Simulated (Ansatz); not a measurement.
Single-point calculation, with input and output: P

- system: P (Imma, 2 atoms in the cell)
- method: DFT PBEsol+D3(BJ), scalar-relativistic, plane waves, PAW, no spin polarisation (Ansatz 0.2.0)

The structure derives from a Materials Project entry. It belongs to a series of runs on one base structure; here: ratio of the length along z to the lengths across it x 0.96, volume and fractional coordinates fixed. Figures and captions count atoms from 1; the log counts them from 0 in places.

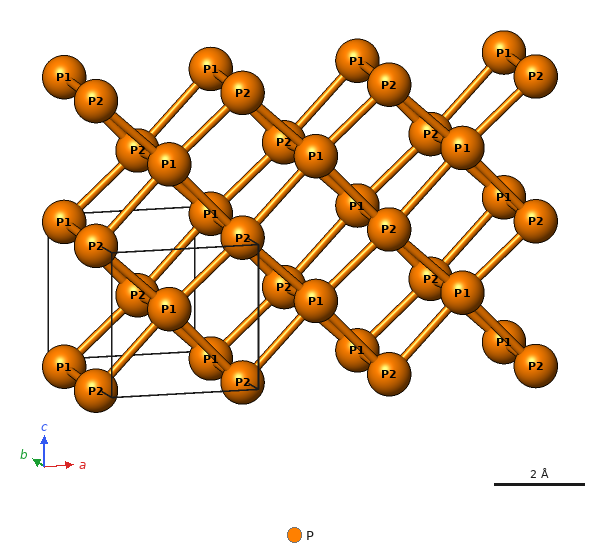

The input geometry (ball-and-stick view of the cell 2 times as large as that of the calculation, set on its symmetry axes, repeated 3 × 1 × 2, seen slightly off an axis; atoms are numbered from 1 in the order of the input). An atom can appear more than once, as a periodic image. Near neighbours in the periodic cell (some may lie outside the picture): P has 6 P at 2.31 to 2.46 Å.

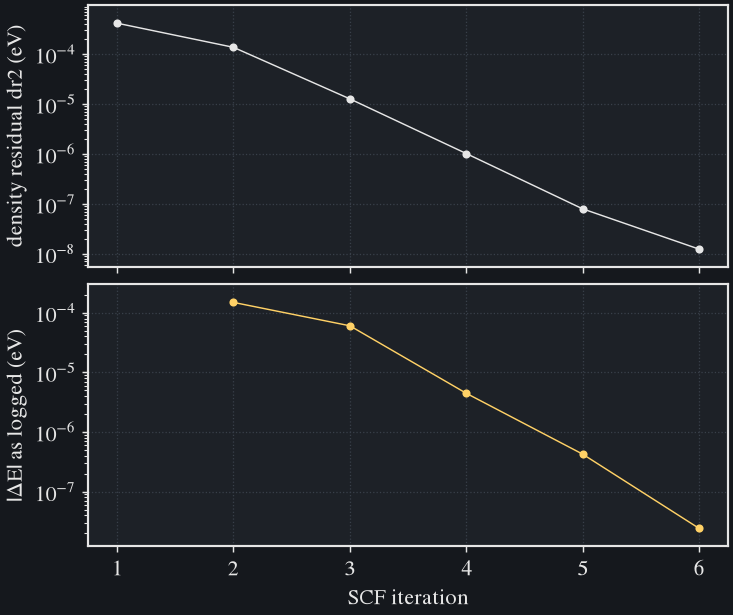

Convergence of the self-consistent field: density residual dr2 and size of the energy change against the SCF iteration. The residual falls at every step.

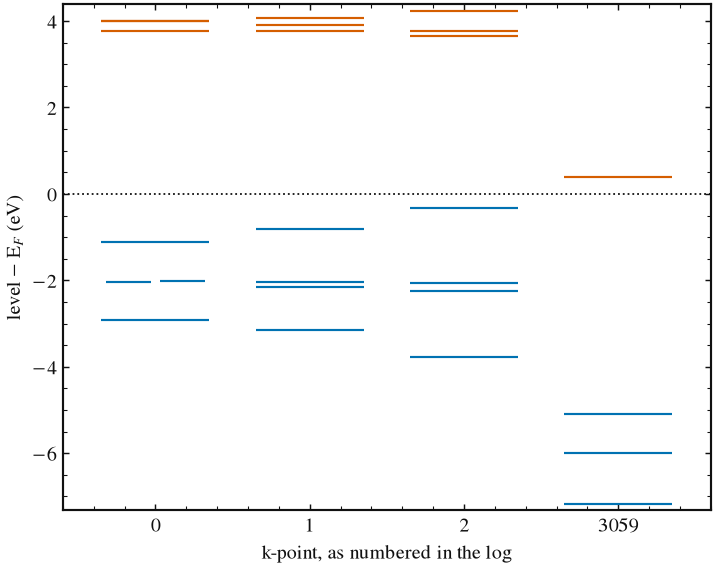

Kohn–Sham levels near the Fermi level (dotted) at the few k-points that the log prints; levels within 0.02 eV of each other stand side by side. The system is metallic on the full mesh.

These pictures come from the run below.

The input
```yaml
crystal:
  lattice:
    - [-1.7188645906, 2.4294080057, 1.6506332897]
    - [1.7188645906, -2.4294080057, 1.6506332897]
    - [1.7188645906, 2.4294080057, -1.6506332897]
  atoms:
    - { symbol: P, position: [0.76738668, 0.01738668, 0.75] }
    - { symbol: P, position: [0.23261332, 0.98261332, 0.25] }
basis:
  ecutwfc: 420
kpoints:
  mp_grid: { grid: [28, 28, 28] }
hamiltonian:
  xc: pbesol
  dispersion: d3bj
scf:
  occupations: { method: gaussian, width: 0.15 }
output:
  forces: true
  stress: true
  eigenvalues: true
```

Command:
```bash
ansatz run input.yaml --threads 1 --pin off --max-ram 2560MiB --backend cpu --events-out ev --progress --plain --runs-dir out
```

The program's output
```
Engine: ansatz 0.2.0, x86_64-unknown-linux-gnu
Pseudopotentials: kind: paw
Pseudopotential: P, paw, valence charge 5, recommended cutoff 420 eV (normal), P.paw.azcp
Functional definition: PBEsol
  exchange = pbesol_x
  correlation = pbesol_c
Crystal: 2 atoms, lattice volume = 27.571 Å³
Basis set: ecut = 420 eV, 533 PW (Γ), exchange–correlation on 48×48×48 points (8 copies of the dense FFT grid, shifted against one another)
Bands: 9, of which v1, the nominal top of the filled ones, is band 5 counted from 1 (4 counted from 0)
Symmetry: 8 space group operations
Space group: Imma (ITA 74), of the structure as read, at distance tolerance 3.0e-5 Å
k-points: 3060 of 21952
Non-local potential: P, projectors of the file, l = 0: 2, l = 1: 2, l = 2: 2
PAW form: soft (Blöchl's): semilocal exchange-correlation on the pseudo side does not see the compensation charge
PAW frozen core: P, regenerated for the run's functional, and the local potential with it (the file was generated under x = pbe(κ = 0.804, μ = 0.2195149727645171), c = pbe(β = 0.06672455060314922))
PAW one-centre angular grid: P, 110 points (default); XC on 64 Gauss nodes
Initial density: superposition of atomic densities (neutral atoms: chi_scale 0, normalization atom), corrected by the library's trained network
Initial wavefunctions: pseudopotential atomic-orbital guess
Functional: x = pbesol(κ = 0.804, μ = 0.12345679012345678), c = pbesol(β = 0.046)
SCF iter   1: F=—  HF=-1480.920983 eV  |F-HF|=—  |Δ(HF+E_count)|=         —  Δρ=1.92e-3  dr2=4.17e-4  ethr=1.77e-3  ⟨swp⟩=5.7  Hψ=220038  notcnv=0
preconditioner: auto → none  [metal: Δε(μ)=0.002 eV  Ē_g=11.712 eV  σ=0.150 eV  W_gap=0.01  n_scr=8 (ndim 8)  ℏωp=22.4 eV  f_vac=0.000  D(μ)=0.51/eV (n_scr^D=0)  sad-step TF]
SCF iter   2: F=—  HF=-1480.920834 eV  |F-HF|=—  |Δ(HF+E_count)|=   1.49e-4  Δρ=1.14e-3  dr2=1.37e-4  ethr=4.17e-6  ⟨swp⟩=2.2  Hψ=64652  notcnv=0
SCF iter   3: F=—  HF=-1480.920895 eV  |F-HF|=—  |Δ(HF+E_count)|=   6.04e-5  Δρ=1.87e-4  dr2=1.27e-5  ethr=1.37e-6  ⟨swp⟩=2.0  Hψ=41768  notcnv=0
SCF iter   4: F=—  HF=-1480.920890 eV  |F-HF|=—  |Δ(HF+E_count)|=   4.46e-6  Δρ=6.06e-5  dr2=1.02e-6  ethr=1.27e-7  ⟨swp⟩=2.1  Hψ=39172  notcnv=0
iter 5 did not close the SCF: its close was put off for the readings that it lacked (scf_convergence_deferred on its scf_iter line)
SCF iter   5: F=-1480.920890 eV  HF=-1480.920890 eV  |F-HF|=5.04e-8  |Δ(HF+E_count)|=   4.25e-7  Δρ=1.66e-5  dr2=7.95e-8  ethr=1.02e-8  ⟨swp⟩=2.2  Hψ=40664  notcnv=0
SCF iter   6: F=-1480.920890 eV  HF=-1480.920890 eV  |F-HF|=8.29e-9  |Δ(HF+E_count)|=   2.42e-8  Δρ=6.71e-6  dr2=1.24e-8  ethr=7.95e-10  ⟨swp⟩=3.4  Hψ=139702  notcnv=0
SCF 1 converged in 6 iterations: F = -1480.920890 eV  dr2 = 1.24e-8
  greatest PAW one-centre occupation: 0.796 electrons in one spin orbital (limit 2), on the P atom at site 1 (counted from 0), in its partial waves of l = 0
SCF converged after 6 iterations
Free energy (F): -1480.920890 eV
Harris-Foulkes:  -1480.920890 eV  (|F-HF|=8.29e-9)
Internal energy: -1480.915145 eV  (E = F + TS)
E sigma→0 (E₀):  -1480.918017 eV
Entropy (-TS):   -0.005744 eV (-2.872 meV/atom)
Fermi energy:    11.920097 eV
--- Per-component energies (eV) ---
  E_band       = 48.539763
  E_kinetic    = 146.008900
  E_local      = -45.404736  (includes V_loc(G=0)·N_el)
  E_nonlocal   = 67.165231
  E_hartree    = 10.520631
  E_xc         = -124.790292
  E_vxc        = -125.116801  (∫ρ·V_xc dr)
  E_paw        = -1108.070611  (= ΣΔE_a)
  E_vpaw       = -15.154021  (= ΣTr[D̂ρ^β])
  E_aug_tail   = 0.000006  (compensation charges beyond the density's cutoff)
  E_ewald      = -425.613902
  E_disp       = -0.822564  (pairwise vdW)
  E_core_change = 0.092192  (= ΣΔE_core)
  E_smearing   = -0.005744  (= −TS)
  E_closure    = -0.000000  (closes the sum)
  Σ components = -1480.920890   (vs F -1480.920890, Δ=0.00e0)
--- Forces (eV/Å), atoms counted from 1 ---
  atom   1  P      0.00000000     0.00000000    -0.05531132
  atom   2  P      0.00000000     0.00000000     0.05531132
  max |Σ_I F_I| component: 1.39e-17 eV/Å
--- Stress (GPa, compression-positive) ---
       -1.330823       0.000000       0.000000
        0.000000      -4.254248       0.000000
        0.000000       0.000000       5.817023
  P = ⅓ Tr σ = 0.0773 GPa (0.773 kbar)
--- Band table (eV; the first three rows and the last of 3060) ---
  k-point 0: bands = ["-5.2658", "9.0045", "9.8809", "9.8997", "10.8008", "15.6853", "15.9091", "15.9308", "17.4066"]
  k-point 1: bands = ["-5.2436", "8.7599", "9.7742", "9.8757", "11.0969", "15.6952", "15.8379", "15.9851", "17.2046"]
  k-point 2: bands = ["-5.1769", "8.1451", "9.6625", "9.8613", "11.5986", "15.5719", "15.6950", "16.1432", "16.8421"]
  k-point 3059: bands = ["-0.9302", "2.6571", "4.7338", "5.9206", "6.8360", "12.3035", "20.3182", "20.4868", "21.1042"]
```

Summary

```csv
quantity,value
outcome,converged
space group (tolerance 0.01 Å),Imma (74)
electrons treated,10
free energy,−1480.9209 eV
Fermi energy,11.920 eV
gap on the k-point mesh,none (metallic)
pressure,0.08 GPa
largest force (length of the vector),0.055 eV/Å
hardware,"1 thread of Intel Xeon (Granite Rapids), 192 GiB of memory available, shared host"
wall time,24 s
peak memory,1.1 GiB
```
